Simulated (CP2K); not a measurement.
# PbSe: 6 runs along one coordinate

System: PbSe (2 atoms in the cell).
Method: Kohn-Sham DFT of a periodic cell, LDA, GTH-PADE with UZH-TZVP basis, no spin polarisation (CP2K 2026.2).

The 6 runs differ only in the geometry, by an even scaling of the cell at fixed fractional positions. The structure derives from an entry of the Crystallography Open Database.

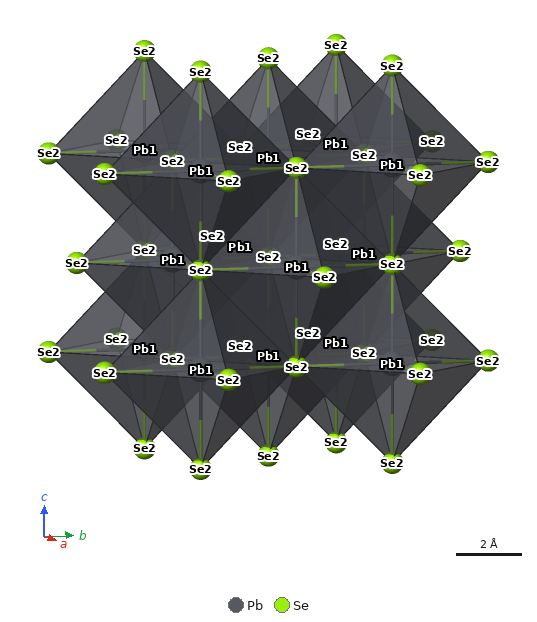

Figure 1. The structure of run 4 (polyhedral view of the cell 4 times as large as that of the calculation, set on its symmetry axes, seen slightly off an axis; polyhedra are completed across the faces of the cell; atoms are numbered from 1 in the order of the input).

## Input of run 4
```
&GLOBAL
  PROJECT pbse_eos
  RUN_TYPE ENERGY_FORCE
  PRINT_LEVEL LOW
&END GLOBAL
&FORCE_EVAL
  METHOD QS
  STRESS_TENSOR ANALYTICAL
  &DFT
    BASIS_SET_FILE_NAME BASIS_MOLOPT_UZH
    POTENTIAL_FILE_NAME GTH_POTENTIALS
    WFN_RESTART_FILE_NAME previous-RESTART.kp
    &MGRID
      CUTOFF 450
      REL_CUTOFF 60
      NGRIDS 4
    &END MGRID
    &QS
      METHOD GPW
      EPS_DEFAULT 1.0E-10
    &END QS
    &KPOINTS
      SCHEME MONKHORST-PACK 8 8 8
      GAMMA_CENTERED T
      SYMMETRY T
      SYMMETRY_BACKEND SPGLIB
    &END KPOINTS
    &SCF
      SCF_GUESS RESTART
      EPS_SCF 1.0E-6
      MAX_SCF 100
      ADDED_MOS 10
      CHOLESKY OFF
      EPS_EIGVAL 1.0E-7
      &DIAGONALIZATION ON
        ALGORITHM STANDARD
      &END DIAGONALIZATION
      &MIXING ON
        METHOD BROYDEN_MIXING
        ALPHA 0.4
        BETA 1.5
        NBUFFER 8
      &END MIXING
      &SMEAR ON
        METHOD FERMI_DIRAC
        ELECTRONIC_TEMPERATURE 580.23
      &END SMEAR
    &END SCF
    &XC
      &XC_FUNCTIONAL
        &LDA_X
        &END LDA_X
        &LDA_C_PW
        &END LDA_C_PW
      &END XC_FUNCTIONAL
    &END XC
    &PRINT
      &KPOINTS ON
      &END KPOINTS
      &MULLIKEN ON
      &END MULLIKEN
      &MO ON
        ENERGIES T
        OCCUPATION_NUMBERS T
        &EACH
          QS_SCF 0
        &END EACH
        ADD_LAST NUMERIC
      &END MO
    &END PRINT
  &END DFT
  &SUBSYS
    &CELL
      A 4.3570785601 0.0000000000 0.0000000000
      B 2.1785392800 3.7733407193 0.0000000000
      C 2.1785392800 1.2577802398 3.5575397472
      PERIODIC XYZ
    &END CELL
    &COORD
      Pb  0.0000000000 0.0000000000 0.0000000000
      Se  4.3570785600 2.5155604795 1.7787698736
    &END COORD
    &KIND Pb
      BASIS_SET TZVP-MOLOPT-PBE-GTH-q4
      POTENTIAL GTH-PADE-q4
    &END KIND
    &KIND Se
      BASIS_SET TZVP-MOLOPT-PBE-GTH-q6
      POTENTIAL GTH-PADE-q6
    &END KIND
    &PRINT
      &ATOMIC_COORDINATES ON
      &END ATOMIC_COORDINATES
      &CELL ON
      &END CELL
      &SYMMETRY ON
      &END SYMMETRY
    &END PRINT
  &END SUBSYS
  &PRINT
    &FORCES ON
    &END FORCES
    &STRESS_TENSOR ON
    &END STRESS_TENSOR
  &END PRINT
&END FORCE_EVAL
```

Command:
```bash
OMP_NUM_THREADS=2 cp2k.psmp -i pbse_eos.inp -o pbse_eos.out
```

Run 5 differs from it as follows:
```diff
-      A 4.3570785601 0.0000000000 0.0000000000
-      B 2.1785392800 3.7733407193 0.0000000000
-      C 2.1785392800 1.2577802398 3.5575397472
+      A 4.3853720708 0.0000000000 0.0000000000
+      B 2.1926860354 3.7978436184 0.0000000000
+      C 2.1926860354 1.2659478728 3.5806413019
-      Se  4.3570785600 2.5155604795 1.7787698736
+      Se  4.3853720708 2.5318957456 1.7903206510
```

## Results, with one run withheld

| run | volume per atom (Å³) | free energy per atom, from the lowest run given (meV) | pressure (GPa) | gap on the mesh (eV) |
| --- | --- | --- | --- | --- |
| 1 | 26.951 | 0.00 | 0.25 | 0.05 |
| 2 | 27.524 | 1.22 | −0.91 | 0.02 |
| 3 | 28.097 | 6.35 | −1.94 | 0.09 |
| 4 | 29.244 | 26.81 | −3.71 | 0.22 |
| 5 | 29.818 | ? | ? | ? |
| 6 | 30.391 | 58.61 | −5.13 | 0.32 |

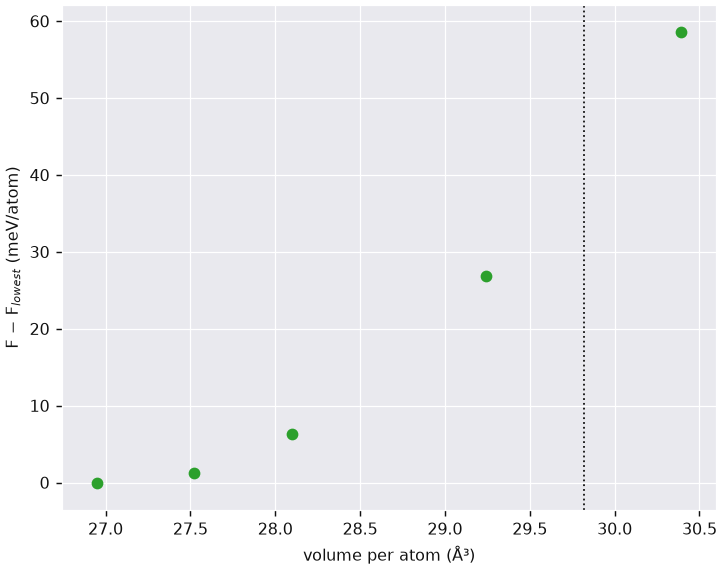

Figure 2. Free energy per atom of the runs given; the dotted line marks run 5.

What should run 5 give?

A cubic polynomial in V^(−2/3) (the Birch–Murnaghan form), fitted to the 5 runs given, misses them by under 0.01 meV per atom. With x = V^(−2/3) − 0.10744 Å⁻², it reads F = 10.442 − 6039 x + 8.6321e+05 x² + 7.104e+05 x³ (meV per atom). At run 5 it gives 41.46 meV per atom, and the run itself gives 41.44. The slope of the fit gives a pressure −dF/dV of −4.46 GPa there, and the run prints −4.46 GPa. The fit has its minimum at 27.069 Å³ per atom, where V d²F/dV² gives 56.4 GPa: the bulk modulus at this level, since symmetry fixes the shape and the positions. The gap on the mesh lies between 0.02 eV (run 2) and 0.32 eV (run 6); run 5 has 0.27 eV. These are gaps of this functional on this mesh, which can miss the band edges; they aren't the measured gap.

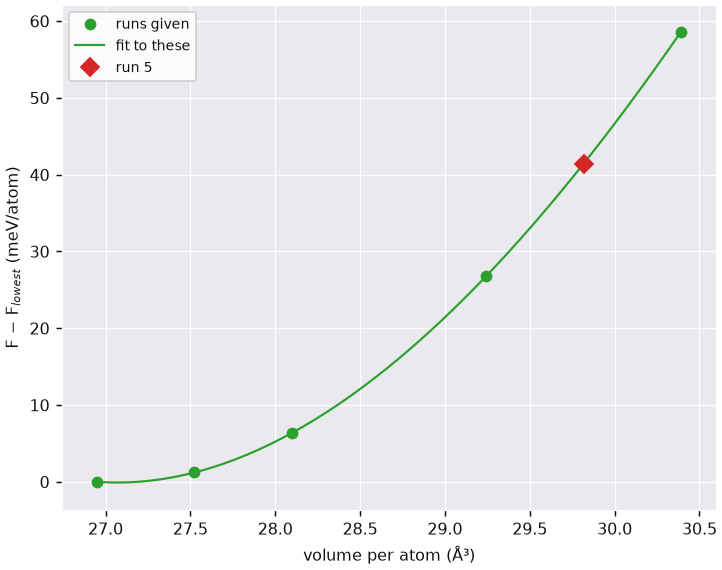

Figure 3. The fit and the withheld run.

## Some lines of the output (run 5)
```
[...]
 CELL| Volume [angstrom^3]:                                            59.635428
 CELL_REF| Volume [angstrom^3]:                                        59.635428
                        Smear method:                                FERMI_DIRAC
  Step     Update method      Time    Convergence         Total energy    Change
  Fermi energy:                                                 0.11994930930879
  Total energy:                                               -13.17441431283349
  Total energy (extrapolated to T->0):                        -13.17440752973470
 MO| E(Fermi):            0.119949 a.u.          3.263987 eV
 MO| Band gap:            0.196587 a.u.          5.349399 eV
 MO| Band gap:            0.257915 a.u.          7.018221 eV
 MO| Band gap:            0.250783 a.u.          6.824161 eV
 MO| Band gap:            0.208486 a.u.          5.673185 eV
 MO| Band gap:            0.188531 a.u.          5.130179 eV
```

Notes: Spin–orbit coupling is left out, which matters for Pb.
